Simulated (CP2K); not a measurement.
## A series of single points on O

System: O (R-3m, 2 atoms in the cell).
Method: Kohn-Sham DFT of a periodic cell, PBE, GTH-PBE with UZH-TZVP basis, no spin polarisation (CP2K 2026.2).

The 6 runs differ only in the geometry, by an even scaling of the cell at fixed fractional positions. The structure derives from a Materials Project entry.

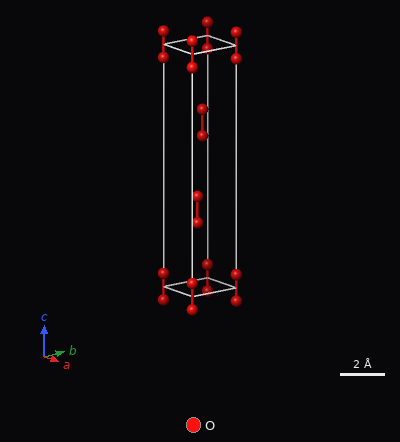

Figure 1. The structure of run 4 (ball-and-stick view of the cell 3 times as large as that of the calculation, set on its symmetry axes, seen slightly off an axis).

### Input of run 4
```
&GLOBAL
  PROJECT o_eos
  RUN_TYPE ENERGY_FORCE
  PRINT_LEVEL LOW
&END GLOBAL
&FORCE_EVAL
  METHOD QS
  STRESS_TENSOR ANALYTICAL
  &DFT
    BASIS_SET_FILE_NAME BASIS_MOLOPT_UZH
    POTENTIAL_FILE_NAME POTENTIAL_UZH
    WFN_RESTART_FILE_NAME previous-RESTART.kp
    &MGRID
      CUTOFF 600
      REL_CUTOFF 60
      NGRIDS 5
    &END MGRID
    &QS
      METHOD GPW
      EPS_DEFAULT 1.0E-10
    &END QS
    &KPOINTS
      SCHEME MONKHORST-PACK 9 9 9
      GAMMA_CENTERED T
      SYMMETRY T
      SYMMETRY_BACKEND SPGLIB
    &END KPOINTS
    &SCF
      SCF_GUESS RESTART
      EPS_SCF 1.0E-6
      MAX_SCF 100
      ADDED_MOS 10
      CHOLESKY OFF
      EPS_EIGVAL 1.0E-7
      &DIAGONALIZATION ON
        ALGORITHM STANDARD
      &END DIAGONALIZATION
      &MIXING ON
        METHOD BROYDEN_MIXING
        ALPHA 0.4
        BETA 1.5
        NBUFFER 8
      &END MIXING
      &SMEAR ON
        METHOD FERMI_DIRAC
        ELECTRONIC_TEMPERATURE [K] 580.226
      &END SMEAR
    &END SCF
    &XC
      &XC_FUNCTIONAL
        &GGA_X_PBE
        &END GGA_X_PBE
        &GGA_C_PBE
        &END GGA_C_PBE
      &END XC_FUNCTIONAL
    &END XC
    &PRINT
      &KPOINTS ON
      &END KPOINTS
      &MULLIKEN ON
      &END MULLIKEN
      &MO ON
        ENERGIES T
        OCCUPATION_NUMBERS T
        &EACH
          QS_SCF 0
        &END EACH
        ADD_LAST NUMERIC
      &END MO
    &END PRINT
  &END DFT
  &SUBSYS
    &CELL
      A 4.2312198783 0.0000000000 0.0000000000
      B 2.8875256335 3.0928008947 0.0000000000
      C 2.8875256335 1.2545106224 2.8269454315
      PERIODIC XYZ
    &END CELL
    &COORD
      SCALED
      O   0.0546147200 0.0546147200 0.0546147200
      O   0.9453852800 0.9453852800 0.9453852800
    &END COORD
    &KIND O
      BASIS_SET TZVP-MOLOPT-PBE-GTH-q6
      POTENTIAL GTH-PBE-q6
    &END KIND
    &PRINT
      &ATOMIC_COORDINATES ON
      &END ATOMIC_COORDINATES
      &CELL ON
      &END CELL
    &END PRINT
  &END SUBSYS
  &PRINT
    &FORCES ON
    &END FORCES
    &STRESS_TENSOR ON
    &END STRESS_TENSOR
  &END PRINT
&END FORCE_EVAL
```

Command:
```bash
OMP_NUM_THREADS=1 cp2k.psmp -i o_eos.inp -o o_eos.out
```

Run 3 differs from it as follows:
```diff
-      A 4.2312198783 0.0000000000 0.0000000000
-      B 2.8875256335 3.0928008947 0.0000000000
-      C 2.8875256335 1.2545106224 2.8269454315
+      A 4.1751706314 0.0000000000 0.0000000000
+      B 2.8492757571 3.0518318205 0.0000000000
+      C 2.8492757571 1.2378926310 2.7894980363
```

### Results, with one run withheld

| run | volume per atom (Å³) | free energy per atom, from the lowest run given (meV) | pressure (GPa) |
| --- | --- | --- | --- |
| 1 | 17.046 | 3.93 | 2.39 |
| 2 | 17.409 | 0.00 | 1.10 |
| 3 | 17.772 | ? | ? |
| 4 | 18.497 | 3.79 | −2.06 |
| 5 | 18.860 | 9.43 | −2.91 |
| 6 | 19.223 | 16.90 | −3.68 |

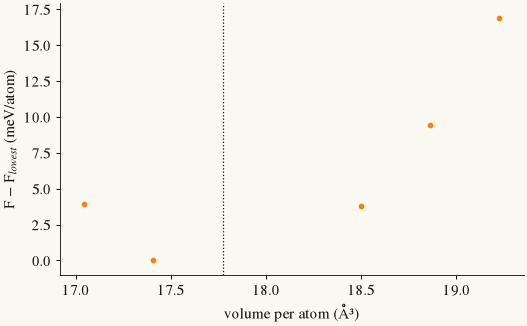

Figure 2. Free energy per atom of the runs given; the dotted line marks run 3.

Fit the runs given and predict run 3.

A cubic polynomial in V^(−2/3) (the Birch–Murnaghan form), fitted to the 5 runs given, misses them by under 0.01 meV per atom. With x = V^(−2/3) − 0.14466 Å⁻², it reads F = 0.48926 − 1435.8 x + 3.1279e+05 x² + 88394 x³ (meV per atom). At run 3 it gives −1.15 meV per atom, and the run itself gives −1.16. The slope of the fit gives a pressure −dF/dV of −0.06 GPa there, and the run prints −0.06 GPa. The fit has its minimum at 17.751 Å³ per atom, where V d²F/dV² gives 54.3 GPa. Cell shape and fractional positions are held, so this is the stiffness under even scaling; the relaxed bulk modulus wasn't computed and can be far lower in a crystal of layers, chains or molecules like this one.

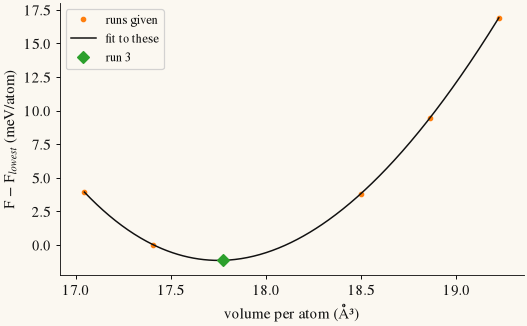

Figure 3. The fit and the withheld run.

### Some lines of the output (run 3)
```
[...]
 CELL| Volume [angstrom^3]:                                            35.543557
 CELL_REF| Volume [angstrom^3]:                                        35.543557
                        Smear method:                                FERMI_DIRAC
  Step     Update method      Time    Convergence         Total energy    Change
  Fermi energy:                                                -0.04191212121134
  Total energy:                                               -31.89588443511433
  Total energy (extrapolated to T->0):                        -31.89516931253139
 MO| E(Fermi):           -0.041912 a.u.         -1.140487 eV
```
